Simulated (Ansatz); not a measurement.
Run report: Ti$_{3}$Al, single-point calculation

Ti$_{3}$Al (P-6m2, 4 atoms in the cell), computed with DFT PBE, scalar-relativistic, plane waves, PAW, PAW set soft_1, no spin polarisation (Ansatz 0.2.0).

The structure derives from a Materials Project entry. Figures and captions count atoms from 1; the log counts them from 0 in places.

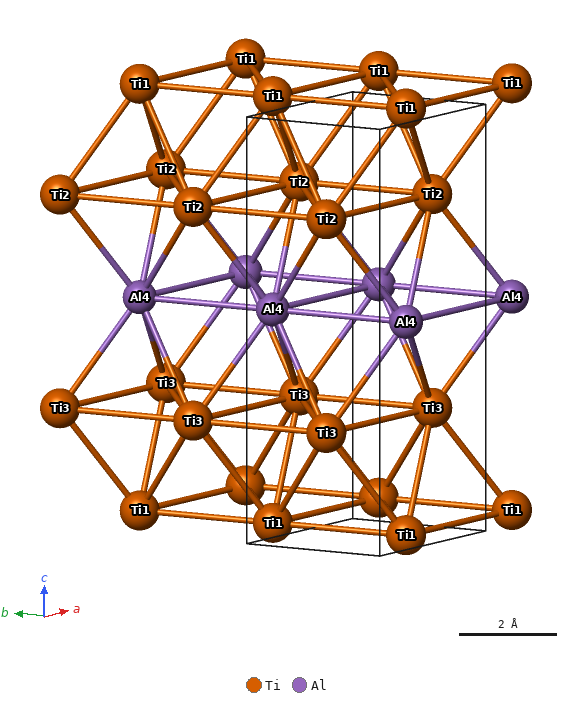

Fig. 1: The structure (ball-and-stick view of the cell of the calculation, repeated 2 × 3 × 1, seen at an oblique angle; atoms are numbered from 1 in the order of the input). An atom can appear more than once, as a periodic image.

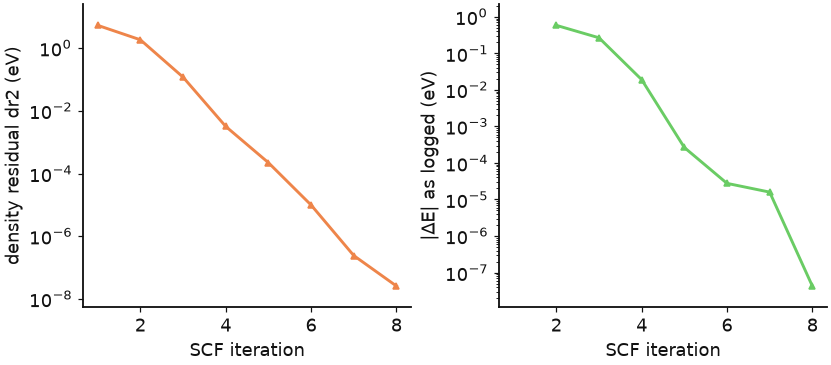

Fig. 2: Convergence of the self-consistent field: density residual dr2 and size of the energy change against the SCF iteration. The residual falls at every step.

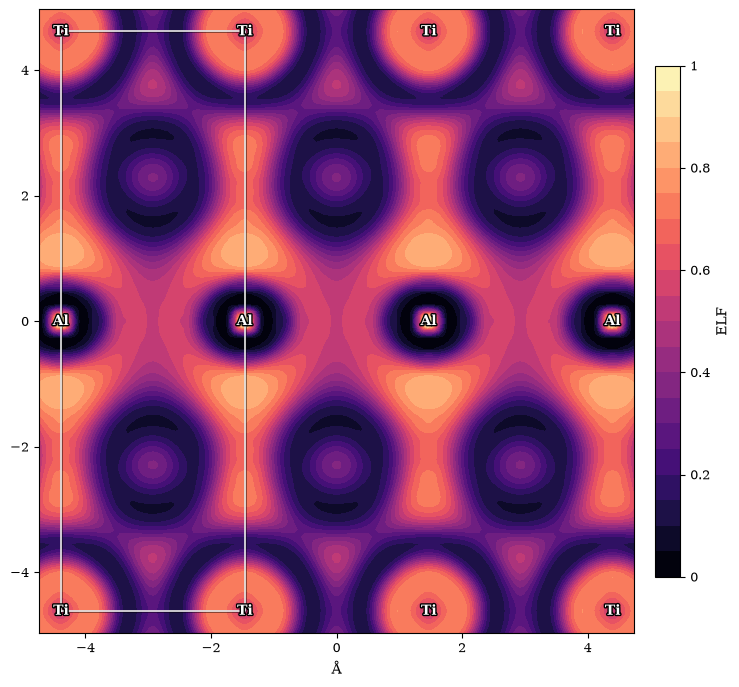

Fig. 3: ELF on the (100) plane of the conventional cell. Atoms in the plane: Ti and Al. Ti–Ti (2.93 Å): the ELF is about 0.25 at the midpoint (no shared electron pair).  The strong features right at Ti lie inside the PAW spheres (semicore, d or f shells) and say nothing about bonding. Core electrons are frozen (PAW), so the fields are smoothed inside the atomic spheres.

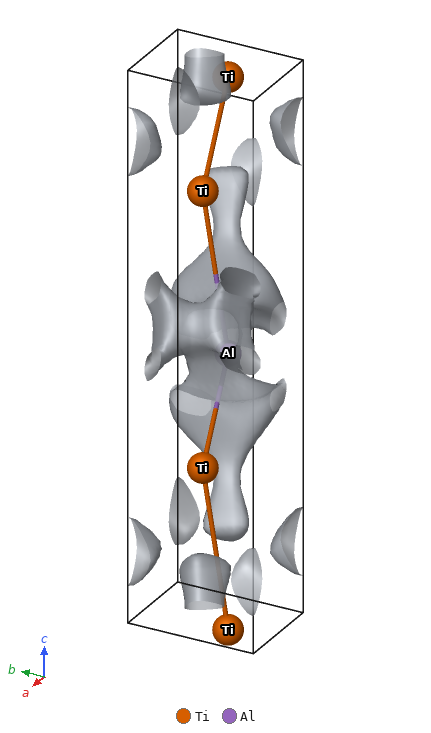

Fig. 4: Isosurface of the ELF at 0.6 (grey), seen at an oblique angle. Core shells and regions of very low density are left out. Sticks mark near contacts. The outline is the cell set on symmetry axes. Profiles from the grid: Ti–Ti (2.86 Å): the ELF is about 0.20 at the midpoint; no shared electron pair. Ti–Al (2.86 Å): the ELF is about 0.40 at the midpoint, which marks nearly free electrons, as in a simple metal.

The input and output of the run follow.

**Input file**
```yaml
crystal:
  lattice:
    - [2.9297375374, 0.0, 0.0]
    - [-1.4648687687, 2.5372271338, 0.0]
    - [0.0, 0.0, 9.2315308536]
  atoms:
    - { symbol: Ti, position: [0.6666666667, 0.3333333333, 0.0] }
    - { symbol: Ti, position: [0.3333333333, 0.6666666667, 0.7504575668] }
    - { symbol: Ti, position: [0.3333333333, 0.6666666667, 0.2495424332] }
    - { symbol: Al, position: [0.6666666667, 0.3333333333, 0.5] }
basis:
  ecutwfc: 520.0
kpoints:
  mp_grid: { grid: [18, 18, 6] }
hamiltonian:
  xc: pbe
  pseudopotentials: { kind: paw, azcp: { folder: soft_1 } }
scf:
  occupations: { method: gaussian, width: 0.15 }
output:
  forces: true
  stress: true
  eigenvalues: true
  write_density: true
  write_potential: true
  elf: true
  volumetric_format: npy
```

Run as:
```bash
ansatz run input.yaml --threads 4 --pin off --max-ram 8192MiB --backend cpu --events-out ev --progress --plain --runs-dir out
```

**Output**
```
Engine: ansatz 0.2.0, x86_64-unknown-linux-gnu
Pseudopotentials: kind: paw
Pseudopotential: Ti, paw, valence charge 12, recommended cutoff 420 eV (normal), [file]
Pseudopotential: Al, paw, valence charge 3, recommended cutoff 420 eV (normal), [file]
Functional definition: PBE
  parameter kappa = 0.804
  parameter beta = 0.06672455060314922
  exchange = pbe_x(kappa = kappa, mu = beta*pi^2/3)
  correlation = pbe_c(beta = beta)
Crystal: 4 atoms, lattice volume = 68.622 Å³
Basis set: ecut = 520 eV, 1907 PW (Γ), exchange–correlation on 48×48×144 points (8 copies of the dense FFT grid, shifted against one another)
Bands: 24, of which v1, the nominal top of the filled ones, is band 20 counted from 1 (19 counted from 0)
Symmetry: 12 space group operations
Space group: P-6m2 (ITA 187), of the structure as read, at distance tolerance 4.1e-5 Å
k-points: 148 of 1944 (time reversal used)
Non-local potential: Ti, projectors of the file, l = 0: 3, l = 1: 2, l = 2: 3, l = 3: 1
Non-local potential: Al, projectors of the file, l = 0: 2, l = 1: 2, l = 2: 1
PAW form: soft (Blöchl's): semilocal exchange-correlation on the pseudo side does not see the compensation charge
PAW one-centre angular grid: Ti, 590 points (default); XC on 64 Gauss nodes
PAW one-centre angular grid: Al, 110 points (default); XC on 64 Gauss nodes
Initial density: superposition of atomic densities (chi_scale 0.1, normalization cell, long waves kept (reshape's long-wave potential 0.04 eV rms))
Initial wavefunctions: pseudopotential atomic-orbital guess
Functional: x = pbe(κ = 0.804, μ = 0.2195149727645171), c = pbe(β = 0.06672455060314922)
SCF iter   1: F=—  HF=-8037.923381 eV  |F-HF|=—  |Δ(HF+E_count)|=         —  Δρ=5.17e-2  dr2=5.35e0  ethr=3.10e-3  ⟨swp⟩=4.7  Hψ=12875  notcnv=0
preconditioner: auto → Kerker (q_TF=auto, 2.483 Å⁻¹)  [metal: Δε(μ)=0.009 eV  Ē_g=3.043 eV  σ=0.150 eV  W_gap=0.04  n_scr=12 (ndim 8)  ℏωp=17.4 eV  f_vac=0.000  D(μ)=3.60/eV (n_scr^D=38)]
SCF iter   2: F=—  HF=-8037.338476 eV  |F-HF|=—  |Δ(HF+E_count)|=   5.85e-1  Δρ=2.52e-2  dr2=1.85e0  ethr=3.10e-3  ⟨swp⟩=2.1  Hψ=6258  notcnv=0  defer=6
SCF iter   3: F=—  HF=-8037.071929 eV  |F-HF|=—  |Δ(HF+E_count)|=   2.67e-1  Δρ=5.79e-3  dr2=1.19e-1  ethr=3.10e-3  ⟨swp⟩=2.0  Hψ=5019  notcnv=0  defer=6
SCF iter   4: F=—  HF=-8037.052809 eV  |F-HF|=—  |Δ(HF+E_count)|=   1.91e-2  Δρ=1.28e-3  dr2=3.19e-3  ethr=3.05e-4  ⟨swp⟩=1.6  Hψ=5044  notcnv=0  defer=6
SCF iter   5: F=—  HF=-8037.052544 eV  |F-HF|=—  |Δ(HF+E_count)|=   2.65e-4  Δρ=3.86e-4  dr2=2.23e-4  ethr=8.18e-6  ⟨swp⟩=2.0  Hψ=4613  notcnv=0  defer=6
SCF iter   6: F=—  HF=-8037.052517 eV  |F-HF|=—  |Δ(HF+E_count)|=   2.76e-5  Δρ=9.32e-5  dr2=9.95e-6  ethr=5.72e-7  ⟨swp⟩=1.6  Hψ=3921  notcnv=0  defer=6
SCF iter   7: F=—  HF=-8037.052501 eV  |F-HF|=—  |Δ(HF+E_count)|=   1.59e-5  Δρ=1.79e-5  dr2=2.43e-7  ethr=2.55e-8  ⟨swp⟩=2.2  Hψ=4559  notcnv=0  defer=6
SCF iter   8: F=-8037.052501 eV  HF=-8037.052501 eV  |F-HF|=2.18e-8  |Δ(HF+E_count)|=   4.27e-8  Δρ=4.24e-6  dr2=2.59e-8  ethr=2.56e-10  ⟨swp⟩=8.4  Hψ=21687  notcnv=0
SCF 1 converged in 8 iterations: F = -8037.052501 eV  dr2 = 2.59e-8
  greatest PAW one-centre occupation: 0.999 electrons in one spin orbital (limit 2), on the Ti atom at site 0 (counted from 0), in its partial waves of l = 0
SCF converged after 8 iterations
Free energy (F): -8037.052501 eV
Harris-Foulkes:  -8037.052501 eV  (|F-HF|=2.18e-8)
Internal energy: -8037.009490 eV  (E = F + TS)
E sigma→0 (E₀):  -8037.030995 eV
Entropy (-TS):   -0.043011 eV (-10.753 meV/atom)
Fermi energy:    11.705811 eV
--- Per-component energies (eV) ---
  E_band       = -504.854503
  E_kinetic    = 864.385469
  E_local      = -3697.876519  (includes V_loc(G=0)·N_el)
  E_nonlocal   = 191.406491
  E_hartree    = 1563.544584
  E_xc         = -386.028853
  E_vxc        = -465.340537  (∫ρ·V_xc dr)
  E_paw        = -3595.635040  (= ΣΔE_a)
  E_vpaw       = -524.515554  (= ΣTr[D̂ρ^β])
  E_aug_tail   = -0.000088  (compensation charges beyond the density's cutoff)
  E_ewald      = -2976.805534
  E_smearing   = -0.043011  (= −TS)
  E_closure    = 0.000000  (closes the sum)
  Σ components = -8037.052501   (vs F -8037.052501, Δ=0.00e0)
--- Forces (eV/Å), atoms counted from 1 ---
  atom   1  Ti     0.00000000     0.00000000     0.00000000
  atom   2  Ti    -0.00000000    -0.00000000    -0.00508220
  atom   3  Ti    -0.00000000    -0.00000000     0.00508220
  atom   4  Al    -0.00000000    -0.00000000     0.00000000
  max |Σ_I F_I| component: 7.86e-17 eV/Å
--- Stress (GPa, compression-positive) ---
        0.007437       0.000000       0.000000
        0.000000       0.007437       0.000000
        0.000000       0.000000       0.043420
  P = ⅓ Tr σ = 0.0194 GPa (0.194 kbar)
--- Band table (eV; the first three rows and the last of 148) ---
  k-point 0: bands = ["-44.9843", "-44.9368", "-44.8783", "-21.5151", "-21.2676", "-20.9820", "-20.9467", "-20.9467", "-20.9073", "-20.9073", "-20.8696", "-20.8696", "3.2988", "6.6580", "6.9165", "9.2613", "10.9545", "12.1759", "12.4440", "12.5402", "12.5402", "12.6276", "12.6276", "12.9341"]
  k-point 1: bands = ["-44.9843", "-44.9368", "-44.8783", "-21.5153", "-21.2670", "-20.9823", "-20.9467", "-20.9467", "-20.9073", "-20.9073", "-20.8696", "-20.8696", "3.3085", "6.3381", "7.3331", "9.1778", "10.8888", "12.1638", "12.4550", "12.5410", "12.5410", "12.6257", "12.6257", "12.9364"]
  k-point 2: bands = ["-44.9843", "-44.9368", "-44.8783", "-21.5159", "-21.2659", "-20.9828", "-20.9467", "-20.9467", "-20.9073", "-20.9073", "-20.8696", "-20.8696", "3.3287", "6.0586", "7.8940", "8.9165", "10.7664", "12.1430", "12.4740", "12.5427", "12.5427", "12.6220", "12.6220", "12.9410"]
  k-point 147: bands = ["-44.8536", "-44.8535", "-44.8424", "-21.3731", "-21.3610", "-21.3227", "-21.2377", "-21.2346", "-21.1824", "-21.1482", "-21.0469", "-21.0306", "9.6551", "9.7705", "9.9878", "10.3967", "10.5397", "10.5448", "10.8239", "11.0574", "11.6394", "11.7431", "11.8026", "13.4453"]
```

**Key numbers**

- outcome: converged
- space group (tolerance 0.01 Å): P-6m2 (187)
- electrons treated: 39
- free energy: −8037.0525 eV
- Fermi energy: 11.706 eV
- gap on the k-point mesh: none (metallic)
- pressure: 0.02 GPa
- largest force (length of the vector): 0.005 eV/Å
- hardware: 4 threads of Intel Xeon @ 2.50GHz (Skylake/Cascade Lake), 12 GiB of memory available, shared host
- wall time: 16 s (CPU time 52 s)
- peak memory: 0.64 GiB
